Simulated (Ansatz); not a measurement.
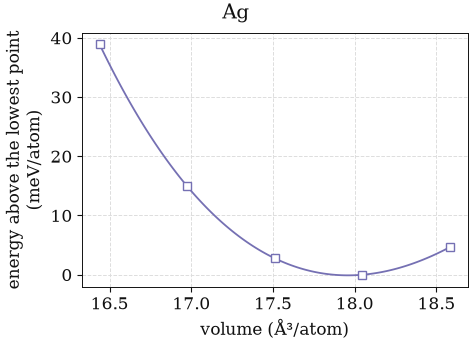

The figure shows the energy above the lowest point against volume for Ag, space group Fm-3m (No. 225) (one of a set of cubic test structures, which need not be the stable phase).

Computed with Ansatz 0.2.0 development build: equation of state of a cubic crystal from periodic Kohn-Sham density functional theory without spin, third-order Birch-Murnaghan fit to the free energies; pressure corrected for the finite basis. Level: HSE06.

structure type fcc; atoms in cell 1; space group number 225; lattice centring face-centred primitive; k mesh 6×6×6; occupation method Fermi–Dirac; occupation width 0.1 eV; wave cutoff 290 eV; datasets all-electron datasets; density tolerance 1e−09 eV; bands 14; density cutoff ratio 4; nucleus point; search for lower states default; exchange singularity regularized.

From this curve and the settings, what does the calculation give for the pressure at the same points?

The pressure falls from 9.2 GPa at volume 16.44 Å³/atom to −2.4 GPa at 18.58 Å³/atom, and changes sign near 17.97 Å³/atom.

```json
{"volume (Å³/atom)": "16.44", "pressure (GPa)": "9.2"}
{"volume (Å³/atom)": "16.97", "pressure (GPa)": "5.3"}
{"volume (Å³/atom)": "17.51", "pressure (GPa)": "2.1"}
{"volume (Å³/atom)": "18.05", "pressure (GPa)": "-0.3"}
{"volume (Å³/atom)": "18.58", "pressure (GPa)": "-2.4"}
```

Keep in mind: coarse k-mesh, values are not converged in k.
